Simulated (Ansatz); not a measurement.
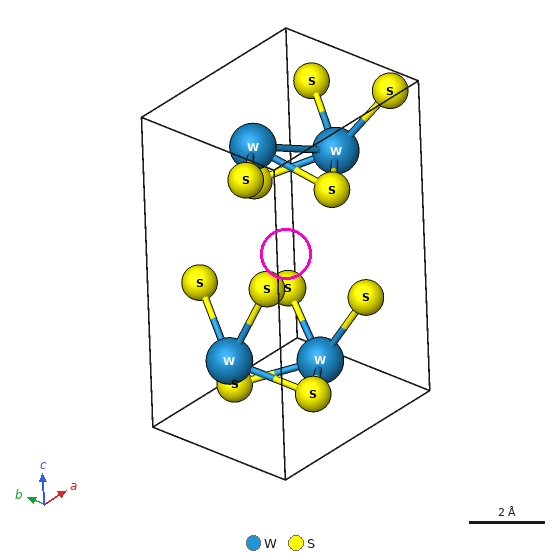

We look at a ball-and-stick model of the crystal slightly off an axis. The frame is the supercell; atoms at its boundary are shown with their periodic copies. The host is WS₂, in a cell of 15 sites, and the cell is neutral. A ring marks the defect's site.

Which defect is modelled here, and what are its neighbours?

Answer. A tungsten vacancy. Around the empty site lie six S at about 2.3 to 2.5 Å.

Computational set-up: DFT PBE, scalar-relativistic, plane waves, PAW in Ansatz 0.2.0, plane-wave cutoff 420 eV, k-mesh 1×1×1, Gaussian smearing of 0.01 eV, collinear spins.

Is the defect magnetic?

Answer. Yes, 2.0 μB in the cell.

The atoms were relaxed in the host's cell with DFT PBE, scalar-relativistic, plane waves, PAW (Ansatz 0.2.0).
